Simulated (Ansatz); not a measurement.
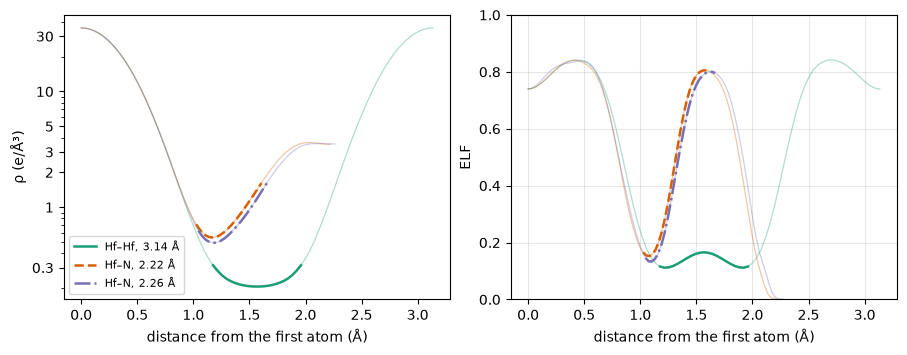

HfN. Valence pseudo-density and electron localisation function along straight lines between neighbouring atoms. Thin, pale parts lie inside the atomic spheres.

Space group I4/mmm; a structure from a database of computed crystals, not necessarily the ambient phase; changed on purpose from its base cell (biaxial strain in the a-b plane, c and atoms relaxed: -1.5 %); computed pressure about 8 GPa in this cell.

Method: Ansatz 0.2.0, DFT PBEsol, scalar-relativistic, plane waves, PAW.

The density is the valence pseudo-density of a PAW calculation; it isn't the true density close to the nuclei.

The calculation's input:

```
crystal:
  lattice:
    - [2.217104896, 2.217104896, 0.0]
    - [-2.217104896, 2.217104896, 0.0]
    - [0.0, 0.0, 4.5422514519]
  atoms:
    - { symbol: Hf, position: [0.0, 0.0, 0.0] }
    - { symbol: Hf, position: [0.5, 0.5, 0.5] }
    - { symbol: "N", position: [0.5, 0.5, 0.0] }
    - { symbol: "N", position: [0.0, 0.0, 0.5] }
basis:
  ecutwfc: 420
kpoints:
  mp_grid: { grid: [16, 16, 12] }
hamiltonian:
  xc: pbesol
scf:
  occupations: { method: gaussian, width: 0.1 }
output:
  forces: true
  stress: true
  eigenvalues: true
  write_density: true
  write_potential: true
  elf: true
  volumetric_format: npy
relax:
  adjacent_minimum: "off"
  f_tol: 0.008
  max_steps: 40
  cell: { stress_tol: 0.015, fix: [a, b, gamma] }
```

Run with:

```sh
ansatz run input.yaml --threads 1 --pin off --max-ram 2560MiB --backend cpu --events-out ev --progress --plain --runs-dir out
```

Below, planes, directions and counts refer to the conventional cell (a = 3.14 Å, b = 3.14 Å, c = 4.52 Å, α = 90.00°, β = 90.00°, γ = 90.00°).

The fields are those of the run's last geometry, not of the input's.

> Compare the contacts.

Hf–Hf (3.14 Å): ρ is about 0.21 e/Å³ halfway; the ELF is about 0.15 at the midpoint (no localised pair shows between them).
Hf–N (2.22 Å): ρ is about 0.57 e/Å³ halfway; the ELF peaks at about 0.80 in the valence shell of N, 0.6 Å from its nucleus, and drops to about 0.15 between the two atoms: no shared electron pair shows on this line.
Hf–N (2.26 Å): the density is about 0.51 e/Å³ at the midpoint; the ELF peaks at about 0.80 in the valence shell of N, 0.6 Å from its nucleus, and drops to about 0.15 between the two atoms: no localised pair shows between them.
